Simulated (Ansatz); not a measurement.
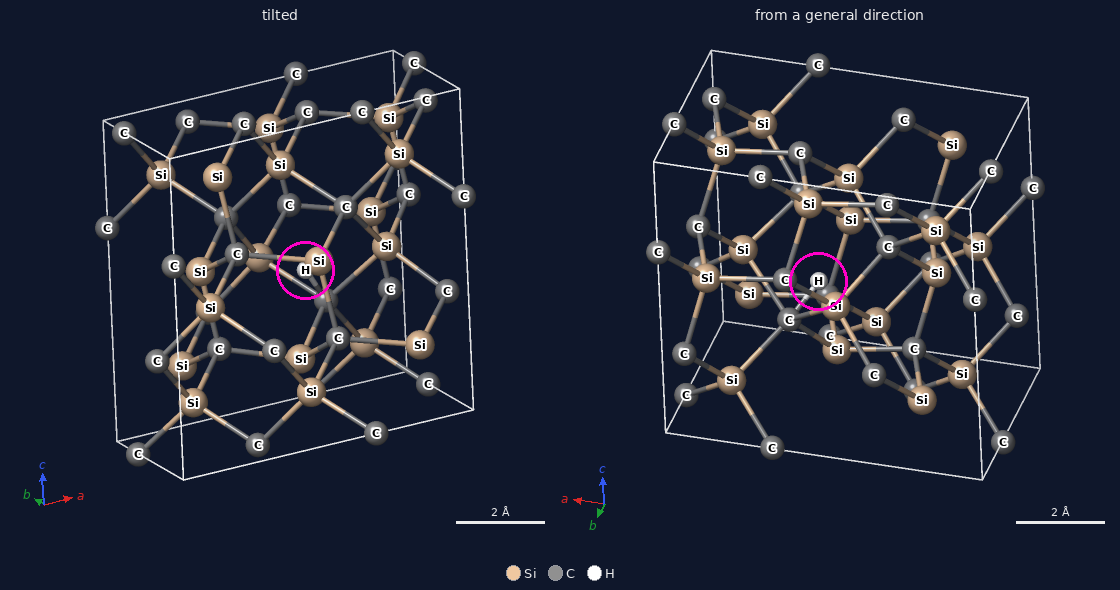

The image is a ball-and-stick drawing of a crystal, viewed slightly off an axis and from a general direction. The frame is the supercell; atoms at its boundary are shown with their periodic copies. The host is SiC, in a cell of 36 sites, and the cell carries a charge of +1. A ring marks the defect's site.

### Identify the point defect.

An interstitial hydrogen atom. It is bonded to one C at about 1.1 Å.

The atoms were relaxed in the host's cell with Ansatz, DFT PBE, scalar-relativistic, plane waves, PAW.
